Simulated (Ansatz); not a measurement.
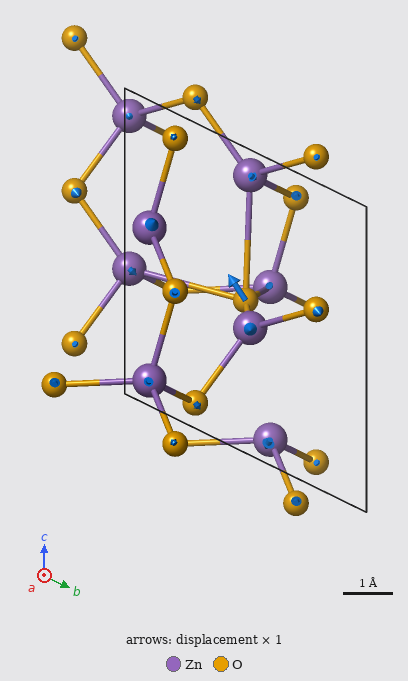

This is a relaxation of a defect cell of composition Zn8O7 (cell charge +2) (started half-way along a vacancy jump, in the symmetry of that start). The starting structure is drawn; blue arrows show the displacements, at their true length.

Style: ball-and-stick. Shown: the cell of the calculation (origin shifted), along the a axis.

All numbers below come from DFT PBE, scalar-relativistic, plane waves, PAW in Ansatz 0.2.0.

The input:
```yaml
crystal:
  lattice:
    - [-3.2794753222, 0.0, -5.2931304608]
    - [-3.2794753222, 0.0, 5.2931304608]
    - [3.2794753222, 5.6802178802, 0.0]
  atoms:
    - { symbol: Zn, position: [0.6659153227, 0.6674180106, 0.3333333333] }
    - { symbol: Zn, position: [0.1659153227, 0.1674180106, 0.3333333333] }
    - { symbol: Zn, position: [0.6659153227, 0.6674180106, 0.8333333333] }
    - { symbol: Zn, position: [0.1659153227, 0.1674180106, 0.8333333333] }
    - { symbol: Zn, position: [0.0825819894, 0.5840846773, 0.1666666667] }
    - { symbol: Zn, position: [0.5825819894, 0.0840846773, 0.1666666667] }
    - { symbol: Zn, position: [0.0825819894, 0.5840846773, 0.6666666667] }
    - { symbol: Zn, position: [0.5825819894, 0.0840846773, 0.6666666667] }
    - { symbol: O, position: [0.9763680106, 0.3569653227, 0.3333333333] }
    - { symbol: O, position: [0.4763680106, 0.8569653227, 0.8333333333] }
    - { symbol: O, position: [0.9763680106, 0.3569653227, 0.8333333333] }
    - { symbol: O, position: [0.8930346773, 0.7736319894, 0.1666666667] }
    - { symbol: O, position: [0.434701344, 0.065298656, 0.25] }
    - { symbol: O, position: [0.8930346773, 0.7736319894, 0.6666666667] }
    - { symbol: O, position: [0.3930346773, 0.2736319894, 0.6666666667] }
total_charge: 2
basis:
  ecutwfc: 420
kpoints:
  mp_grid: { grid: [4, 4, 4] }
hamiltonian:
  xc: pbe
scf:
  occupations: { method: gaussian, width: 0.05 }
output:
  forces: true
  stress: true
  eigenvalues: true
  write_density: true
  write_potential: true
  elf: true
  volumetric_format: npy
relax:
  adjacent_minimum: "off"
  f_tol: 0.02
  max_steps: 60
  escape_saddle: false
```

Launched with:
```bash
ansatz run input.yaml --threads 4 --pin off --max-ram 9216MiB --backend cpu --events-out ev --progress --plain --runs-dir out
```

Question: Which element moves most?

Answer: Oxygen: up to 0.66 Å, against 0.43 Å for zinc.

Question: What happened in the run?

Answer: The largest move is that of O13, 0.66 Å along [−1 −3 2]. Largest moves by element: O 0.66 Å, Zn 0.43 Å. The lattice vectors keep their values. Among the contacts that change: Zn6–O13 1.168 → 1.919 Å, Zn5–O13 2.596 → 1.996 Å, Zn8–O13 2.596 → 2.036 Å, Zn1–O12 1.999 → 1.797 Å. Bond angles that change, for instance: O12–Zn1–O14 110.3° → 141.9°, Zn2–O13–Zn6 151.6° → 122.3°, Zn1–O12–Zn3 110.3° → 128.6°. The energy falls by 16.393 eV per cell of the calculation in 7 geometry steps. Largest force component: 57 eV/Å at the start, 0.0047 eV/Å at the end. The run took 2.8 min on 4 threads of Intel(R) Xeon(R) Platinum 8259CL CPU @ 2.50GHz (Skylake/Cascade Lake), on a shared host, peak memory 1.1 GiB.

Limits of the set-up: the periodic images lie only 6.2 Å apart, so the values are limited by the cell's size; the cell is charged, on a uniform background, and energies carry no finite-size correction.
